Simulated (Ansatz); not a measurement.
**Single-point calculation, with input and output: Cu**

The run: single-point calculation of Cu (P6₃/mmc, 2 atoms in the cell). Method and program: DFT PBEsol, scalar-relativistic, plane waves, PAW, no spin polarisation (Ansatz 0.2.0).

The structure derives from a Materials Project entry. It belongs to a series of runs on one base structure; here: ratio of the length along z to the lengths across it x 1.1, volume and fractional coordinates fixed. Figures and captions count atoms from 1; the log counts them from 0 in places.

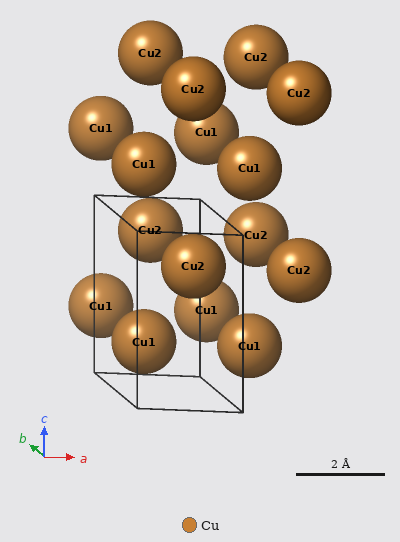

*The structure as given in the input (spheres-only view of the cell of the calculation, repeated 2 × 2 × 2, seen at an oblique angle; atoms are numbered from 1 in the order of the input). An atom can appear more than once, as a periodic image.*

Summary

| quantity | value |
| --- | --- |
| outcome | converged |
| space group (tolerance 0.01 Å) | P6₃/mmc (194) |
| electrons treated | 38 |
| free energy | −13177.4547 eV |
| Fermi energy | 17.529 eV |
| gap on the k-point mesh | none (metallic) |
| pressure | 1.74 GPa |
| largest force (length of the vector) | under 0.001 eV/Å |
| hardware | 1 thread of Arm Neoverse V1, 24 GiB of memory available, shared host |
| wall time | 29 s |
| peak memory | 0.57 GiB |

The input
```yaml
crystal:
  lattice:
    - [2.4417703951, 0.0, 0.0]
    - [-1.2208851976, 2.1146351923, 0.0]
    - [0.0, 0.0, 4.3865764008]
  atoms:
    - { symbol: Cu, position: [0.3333333333, 0.6666666667, 0.25] }
    - { symbol: Cu, position: [0.6666666667, 0.3333333333, 0.75] }
basis:
  ecutwfc: 420
kpoints:
  mp_grid: { grid: [30, 30, 16] }
hamiltonian:
  xc: pbesol
scf:
  occupations: { method: gaussian, width: 0.15 }
output:
  forces: true
  stress: true
  eigenvalues: true
  write_density: true
  write_potential: true
  elf: true
  volumetric_format: npy
```

Launch command:
```bash
ansatz run input.yaml --threads 1 --pin off --max-ram 2560MiB --backend cpu --events-out ev --progress --plain --runs-dir out
```

Log
```
Engine: ansatz 0.2.0, aarch64-unknown-linux-gnu
Pseudopotentials: kind: paw
Pseudopotential: Cu, paw, valence charge 19, recommended cutoff 420 eV (normal), Cu.paw.azcp
Functional definition: PBEsol
  exchange = pbesol_x
  correlation = pbesol_c
Crystal: 2 atoms, lattice volume = 22.650 Å³
Basis set: ecut = 420 eV, 429 PW (Γ), exchange–correlation on 36×36×60 points (8 copies of the dense FFT grid, shifted against one another)
Bands: 23, of which v1, the nominal top of the filled ones, is band 19 counted from 1 (18 counted from 0)
Symmetry: 24 space group operations
Space group: P63/mmc (ITA 194), of the structure as read, at distance tolerance 2.8e-5 Å
k-points: 819 of 14400
Non-local potential: Cu, projectors of the file, l = 0: 3, l = 1: 2, l = 2: 3, l = 3: 1
PAW form: soft (Blöchl's): semilocal exchange-correlation on the pseudo side does not see the compensation charge
PAW frozen core: Cu, regenerated for the run's functional, and the local potential with it (the file was generated under x = pbe(κ = 0.804, μ = 0.2195149727645171), c = pbe(β = 0.06672455060314922))
PAW one-centre angular grid: Cu, 590 points (default); XC on 64 Gauss nodes
Initial density: superposition of atomic densities (neutral atoms: chi_scale 0, normalization atom), corrected by the library's trained network
Initial wavefunctions: pseudopotential atomic-orbital guess
Functional: x = pbesol(κ = 0.804, μ = 0.12345679012345678), c = pbesol(β = 0.046)
SCF iter   1: F=—  HF=-13177.467623 eV  |F-HF|=—  |Δ(HF+E_count)|=         —  Δρ=2.23e-2  dr2=5.78e-2  ethr=1.77e-3  ⟨swp⟩=4.9  Hψ=69383  notcnv=0
preconditioner: auto → Kerker (q_TF=auto, 2.974 Å⁻¹)  [metal: Δε(μ)=0.006 eV  Ē_g=11.161 eV  σ=0.150 eV  W_gap=0.02  n_scr=10 (ndim 8)  ℏωp=36.6 eV  f_vac=0.000  D(μ)=0.75/eV (n_scr^D=2)]
SCF iter   2: F=—  HF=-13177.455528 eV  |F-HF|=—  |Δ(HF+E_count)|=   1.21e-2  Δρ=2.54e-3  dr2=9.08e-4  ethr=1.52e-4  ⟨swp⟩=2.1  Hψ=34814  notcnv=0  defer=136
SCF iter   3: F=—  HF=-13177.454991 eV  |F-HF|=—  |Δ(HF+E_count)|=   5.37e-4  Δρ=2.56e-3  dr2=9.45e-4  ethr=2.39e-6  ⟨swp⟩=2.5  Hψ=32538  notcnv=0  defer=136
SCF iter   4: F=—  HF=-13177.454645 eV  |F-HF|=—  |Δ(HF+E_count)|=   3.46e-4  Δρ=2.56e-4  dr2=4.98e-6  ethr=2.39e-6  ⟨swp⟩=2.5  Hψ=27398  notcnv=0  defer=136
SCF iter   5: F=—  HF=-13177.454683 eV  |F-HF|=—  |Δ(HF+E_count)|=   3.86e-5  Δρ=5.61e-5  dr2=4.67e-7  ethr=1.31e-8  ⟨swp⟩=2.0  Hψ=34335  notcnv=0  defer=136
SCF iter   6: F=-13177.454683 eV  HF=-13177.454683 eV  |F-HF|=7.24e-9  |Δ(HF+E_count)|=   2.45e-8  Δρ=1.26e-5  dr2=2.70e-8  ethr=2.63e-10  ⟨swp⟩=8.6  Hψ=128714  notcnv=0
SCF 1 converged in 6 iterations: F = -13177.454683 eV  dr2 = 2.70e-8
  greatest PAW one-centre occupation: 1.000 electrons in one spin orbital (limit 2), on the Cu atom at site 1 (counted from 0), in its partial waves of l = 0
```

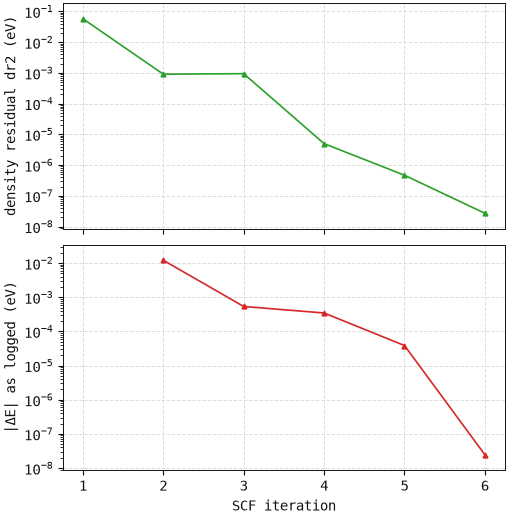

*Convergence of the self-consistent field: density residual dr2 and size of the energy change against the SCF iteration.*

The residual falls almost steadily, with no more than small rises.

```
SCF converged after 6 iterations
Free energy (F): -13177.454683 eV
Harris-Foulkes:  -13177.454683 eV  (|F-HF|=7.24e-9)
Internal energy: -13177.446271 eV  (E = F + TS)
E sigma→0 (E₀):  -13177.450477 eV
Entropy (-TS):   -0.008413 eV (-4.206 meV/atom)
Fermi energy:    17.529178 eV
--- Per-component energies (eV) ---
  E_band       = -692.330714
  E_kinetic    = 601.529156
  E_local      = -7962.293970  (includes V_loc(G=0)·N_el)
  E_nonlocal   = 782.189412
  E_hartree    = 3507.481441
  E_xc         = -178.871424
  E_vxc        = -231.870977  (∫ρ·V_xc dr)
  E_paw        = -3251.598529  (= ΣΔE_a)
  E_vpaw       = -896.853051  (= ΣTr[D̂ρ^β])
  E_aug_tail   = 0.000460  (compensation charges beyond the density's cutoff)
  E_ewald      = -6676.295220
  E_core_change = 0.412404  (= ΣΔE_core)
  E_smearing   = -0.008413  (= −TS)
  E_closure    = 0.000000  (closes the sum)
  Σ components = -13177.454683   (vs F -13177.454683, Δ=0.00e0)
--- Forces (eV/Å), atoms counted from 1 ---
  atom   1  Cu     0.00000000     0.00000000     0.00000000
  atom   2  Cu    -0.00000000    -0.00000000     0.00000000
  max |Σ_I F_I| component: 0.00e0 eV/Å
--- Stress (GPa, compression-positive) ---
        7.896014       0.000000       0.000000
       -0.000000       7.896014       0.000000
        0.000000       0.000000     -10.557739
  P = ⅓ Tr σ = 1.7448 GPa (17.448 kbar)
--- Band table (eV; the first three rows and the last of 819) ---
  k-point 0: bands = ["-94.8657", "-94.8555", "-52.3865", "-52.3338", "-52.3338", "-52.3234", "-52.3234", "-52.2938", "7.7324", "11.8790", "14.0033", "14.4000", "14.4000", "14.5528", "14.5528", "15.2224", "15.2224", "15.4920", "15.7763", "15.7763", "20.1871", "38.2758", "40.5265"]
  k-point 1: bands = ["-94.8656", "-94.8555", "-52.3856", "-52.3337", "-52.3337", "-52.3235", "-52.3235", "-52.2947", "7.7644", "11.8475", "13.9986", "14.3985", "14.3985", "14.5492", "14.5492", "15.2308", "15.2308", "15.3603", "15.7733", "15.7733", "20.4116", "37.7273", "40.5326"]
  k-point 2: bands = ["-94.8653", "-94.8558", "-52.3830", "-52.3334", "-52.3334", "-52.3238", "-52.3238", "-52.2973", "7.8599", "11.7473", "13.9848", "14.3946", "14.3946", "14.5387", "14.5387", "15.0412", "15.2551", "15.2551", "15.7641", "15.7641", "21.0141", "36.5227", "40.5514"]
  k-point 818: bands = ["-94.8407", "-94.8407", "-52.4318", "-52.4318", "-52.4267", "-52.4267", "-52.3157", "-52.3157", "13.5214", "13.5214", "13.5392", "13.5392", "14.0024", "14.0024", "14.8372", "14.8372", "15.7885", "15.7885", "22.1479", "22.1479", "23.4235", "23.4235", "25.1216"]
```

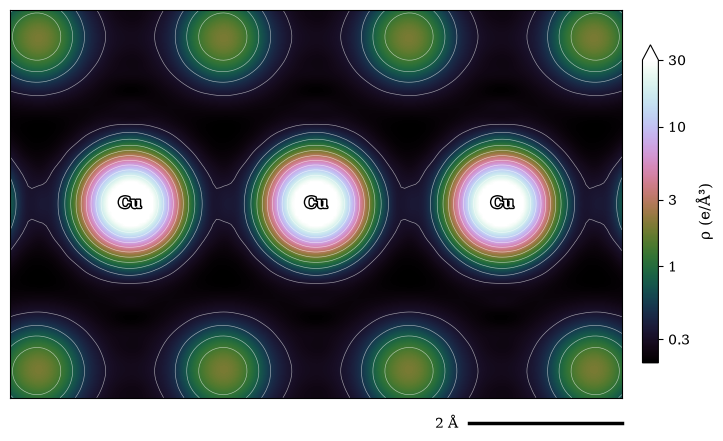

*Valence electron density on the (100) plane of the conventional cell.*

The section cuts through Cu sites. Cu–Cu (2.44 Å): ρ is about 0.35 e/Å³ halfway. Away from the nuclei the density in this plane falls to 0.2 e/Å³ at its lowest. Core electrons are frozen (PAW), so the fields are smoothed inside the atomic spheres.

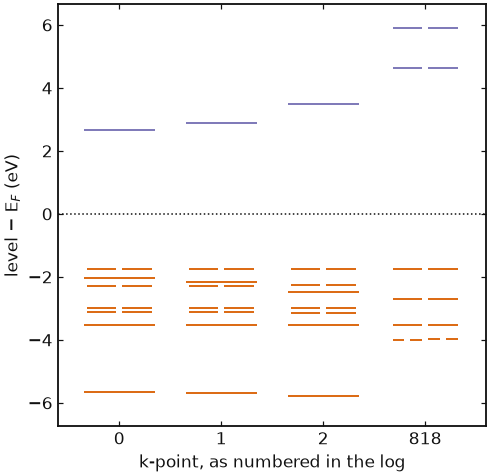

*Kohn–Sham levels near the Fermi level (dotted) at the few k-points that the log prints; levels within 0.02 eV of each other stand side by side.*

The system is metallic on the full mesh.
